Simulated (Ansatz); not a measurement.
# LiH: 9 runs along one coordinate

System: LiH (I4/mmm, 2 atoms in the cell).
Method: DFT r2SCAN, scalar-relativistic, plane waves, PAW, no spin polarisation (Ansatz 0.2.0).

The 9 runs differ only in the geometry, by a strain of the cell at fixed fractional positions. Against run 5, the strain is εyy = η. The structure derives from an entry of the Crystallography Open Database.

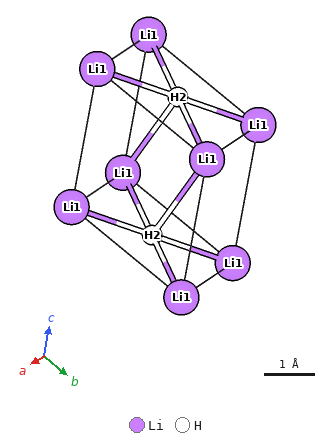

Figure 1. The structure of run 5 (ball-and-stick view of the reduced cell, seen slightly off an axis; atoms are numbered from 1 in the order of the input). An atom can appear more than once, as a periodic image.

**Input of run 5**
```yaml
crystal:
  lattice:
    - [0.0, 2.052825, 2.0325]
    - [2.0325, 0.0, 2.0325]
    - [2.0325, 2.052825, 0.0]
  atoms:
    - { symbol: Li, position: [0.0, 0.0, 0.0] }
    - { symbol: H, position: [0.5, 0.5, 0.5] }
basis:
  ecutwfc: 500
kpoints:
  mp_grid: { grid: [10, 10, 10] }
hamiltonian:
  xc: r2scan
scf:
  occupations: { method: gaussian, width: 0.05 }
output:
  forces: true
  stress: true
  eigenvalues: true
```

Command:
```bash
ansatz run input.yaml --threads 1 --pin off --max-ram 2560MiB --backend cpu --events-out ev --progress --plain --runs-dir out
```

Lattice vectors (Å) and fractional positions of run 5:
```
   0.000000    2.052825    2.032500
   2.032500    0.000000    2.032500
   2.032500    2.052825    0.000000
Li  0.000000  0.000000  0.000000
H   0.500000  0.500000  0.500000
```

Run 7 differs from it as follows:
```diff
-    - [0.0, 2.052825, 2.0325]
+    - [0.0, 2.093475, 2.0325]
-    - [2.0325, 2.052825, 0.0]
+    - [2.0325, 2.093475, 0.0]
```

**Results, with one run withheld**

| run | strain parameter η (%) | free energy per atom, from the lowest run given (meV) | pressure (GPa) | gap on the mesh (eV) |
| --- | --- | --- | --- | --- |
| 1 | −4.9505 | 1.04 | −0.02 | 3.24 |
| 2 | −3.9604 | 0.27 | −0.43 | 3.34 |
| 3 | −2.9703 | 0.00 | −0.81 | 3.45 |
| 4 | −1.9802 | 0.18 | −1.16 | 3.55 |
| 5 | 0.0000 | 1.73 | −1.79 | 3.55 |
| 6 | 0.9901 | 3.02 | −2.06 | 3.44 |
| 7 | 1.9802 | ? | ? | ? |
| 8 | 2.4752 | 5.53 | −2.43 | 3.29 |
| 9 | 2.9703 | 6.51 | −2.55 | 3.25 |

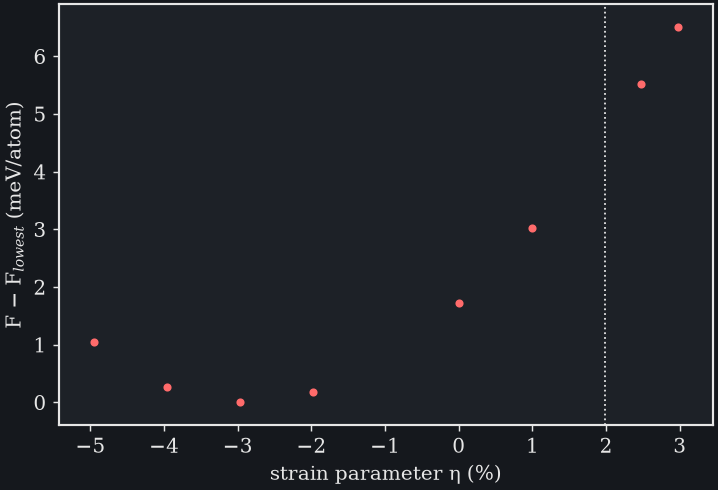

Figure 2. Free energy per atom of the runs given; the dotted line marks run 7.

Fit the runs given and predict run 7.

A cubic polynomial in the coordinate, fitted to the 8 runs given, misses them by at most 0.01 meV per atom. With x = η + 0.9282, it reads F = 0.81113 + 0.8115 x + 0.19065 x² − 0.0062148 x³ (meV per atom). At run 7 it gives 4.63 meV per atom, and the run itself gives 4.63. The fit has its minimum at η = −2.8717 %. The gap on the mesh lies between 3.24 eV (run 1) and 3.55 eV (run 4); run 7 has 3.34 eV. These are gaps of this functional on this mesh, which can miss the band edges; they aren't the measured gap.

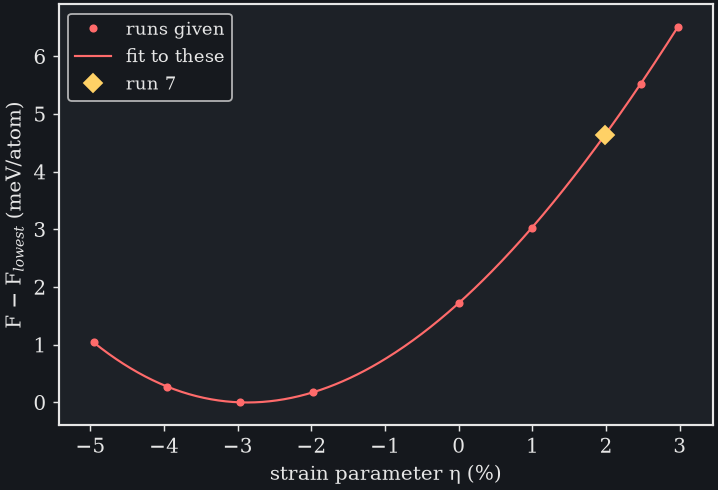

Figure 3. The fit and the withheld run.

**Output, shortened to warnings, some set-up lines, iterations and results (run 7)**
```
Basis set: ecut = 500 eV, 427 PW (Γ), exchange–correlation on 96×96×96 points (64 copies of the dense FFT grid, shifted against one another)
Symmetry: 16 space group operations
k-points: 102 of 1000
Initial density: superposition of atomic densities (neutral atoms: chi_scale 0, normalization atom), corrected by the library's trained network
[...]
SCF iter   1: F=—  HF=-221.968202 eV  |F-HF|=—  |Δ(HF+E_count)|=         —  Δρ=3.42e-3  dr2=1.53e-3  dr2_τ=1.65e-3  ethr=1.77e-3  ⟨swp⟩=5.2  Hψ=5051  notcnv=0
SCF iter   2: F=—  HF=-222.004464 eV  |F-HF|=—  |Δ(HF+E_count)|=   3.63e-2  Δρ=2.70e-3  dr2=1.31e-3  dr2_τ=9.32e-6  ethr=3.83e-5  ⟨swp⟩=2.0  Hψ=2040  notcnv=0
SCF iter   3: F=—  HF=-222.004968 eV  |F-HF|=—  |Δ(HF+E_count)|=   5.05e-4  Δρ=1.34e-3  dr2=2.71e-4  dr2_τ=5.02e-6  ethr=3.26e-5  ⟨swp⟩=2.0  Hψ=1122  notcnv=0
SCF iter   4: F=—  HF=-222.004961 eV  |F-HF|=—  |Δ(HF+E_count)|=   7.01e-6  Δρ=3.84e-4  dr2=1.99e-5  dr2_τ=4.92e-7  ethr=6.77e-6  ⟨swp⟩=1.4  Hψ=650  notcnv=0
SCF iter   5: F=—  HF=-222.004960 eV  |F-HF|=—  |Δ(HF+E_count)|=   6.94e-7  Δρ=3.99e-5  dr2=2.97e-7  dr2_τ=1.99e-9  ethr=4.98e-7  ⟨swp⟩=2.0  Hψ=712  notcnv=0
SCF iter   6: F=-222.004961 eV  HF=-222.004961 eV  |F-HF|=6.07e-9  |Δ(HF+E_count)|=   7.25e-8  Δρ=1.36e-5  dr2=3.44e-8  dr2_τ=2.25e-10  ethr=2.50e-9  ⟨swp⟩=4.0  Hψ=2997  …
SCF 1 converged in 6 iterations: F = -222.004961 eV  dr2 = 3.44e-8
SCF converged after 6 iterations
Free energy (F): -222.004961 eV
Harris-Foulkes:  -222.004961 eV  (|F-HF|=6.07e-9)
Internal energy: -222.004961 eV  (E = F + TS)
E sigma→0 (E₀):  -222.004961 eV
Fermi energy:    1.829696 eV
--- Per-component energies (eV) ---
  E_band       = -95.260008
  E_kinetic    = 35.713740
  E_local      = -127.575684  (includes V_loc(G=0)·N_el)
  E_nonlocal   = -31.839882
  E_hartree    = 35.786906
  E_xc         = -19.884900
  E_vxc        = -27.896784  (∫ρ·V_xc dr)
  E_paw        = -22.346016  (= ΣΔE_a)
  E_vpaw       = -16.627395  (= ΣTr[D̂ρ^β])
  E_aug_tail   = -0.000536  (compensation charges beyond the density's cutoff)
  E_vtau       = 1.392714  (kinetic-family band-sum trace: ∫τ·v_τ [+ j·A + Jᵃ·Aᵃ] dr)
  E_ewald      = -91.858590
  E_smearing   = -0.000000  (= −TS)
  E_closure    = -0.000000  (closes the sum)
  Σ components = -222.004961   (vs F -222.004961, Δ=0.00e0)
--- Forces (eV/Å), atoms counted from 1 ---
  atom   1  Li    -0.00000000     0.00000000    -0.00000000
  atom   2  H      0.00000000    -0.00000000    -0.00000000
  max |Σ_I F_I| component: 7.64e-31 eV/Å
--- Stress (GPa, compression-positive) ---
       -1.805041       0.000000       0.000000
        0.000000      -3.332967       0.000000
        0.000000       0.000000      -1.805041
  P = ⅓ Tr σ = -2.3143 GPa (-23.143 kbar)
```
